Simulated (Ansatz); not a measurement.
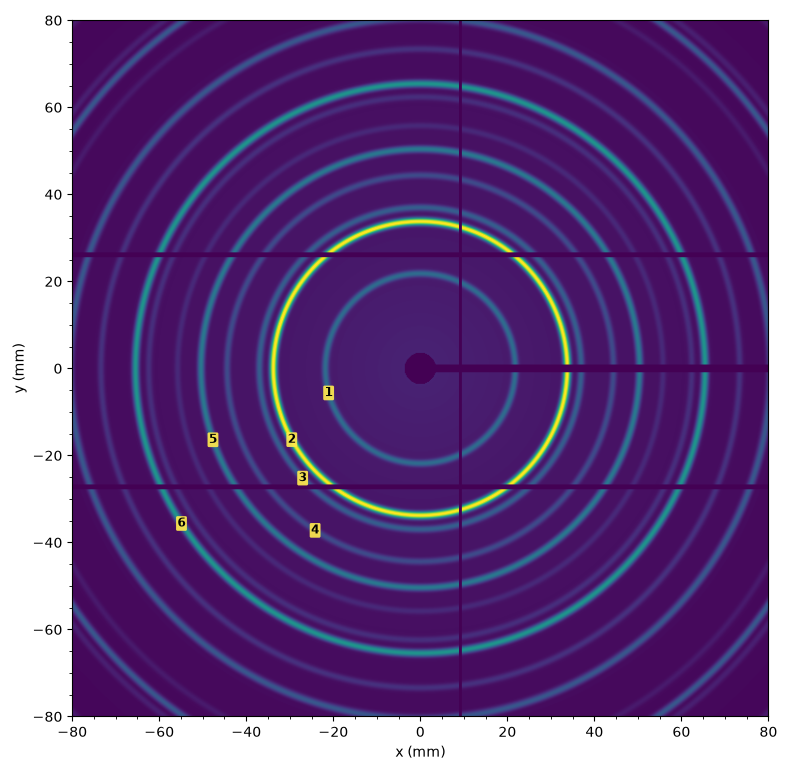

Simulated X-ray powder rings on a flat area detector normal to the beam: λ = 0.7107 Å, sample-to-detector distance 90 mm, axes in mm from the beam centre, for a mixture of two phases. Kinematic intensities with B = 0.3 Å² for all atoms, without absorption; brightness goes as intensity to the power 0.5, clipped at the top. Reflections closer than the ring width show as one ring.

Phase I: Ni (Im-3m), a = 2.815 Å, b = 2.815 Å, c = 2.815 Å, α = 90.00°, β = 90.00°, γ = 90.00°; coordinates from a relaxation with DFT, revPBE, plane waves (420 eV) with PAW, scalar-relativistic (Ansatz); the starting structure was generated, so it need not be a known form of this composition.
Phase II: Ni (Fd-3m), a = 5.190 Å, b = 5.190 Å, c = 5.190 Å, α = 90.00°, β = 90.00°, γ = 90.00°; the input geometry of an electronic-structure calculation (not necessarily at equilibrium); the starting structure was generated, so it need not be a known form of this composition.
Volume fractions 0.8 and 0.2.

Which rings come from which phase?

```json
{"ring": "1", "radius": "21.8 mm", "d (Å)": "3.00", "phase": "II", "hkl": "111"}
{"ring": "2", "radius": "33.8 mm", "d (Å)": "1.991", "phase": "I", "hkl": "110"}
{"ring": "3", "radius": "37.0 mm", "d (Å)": "1.835", "phase": "II", "hkl": "220"}
{"ring": "4", "radius": "44.4 mm", "d (Å)": "1.565", "phase": "II", "hkl": "311"}
{"ring": "5", "radius": "50.4 mm", "d (Å)": "1.408", "phase": "I", "hkl": "200"}
{"ring": "6", "radius": "65.4 mm", "d (Å)": "1.149", "phase": "I", "hkl": "211"}
```
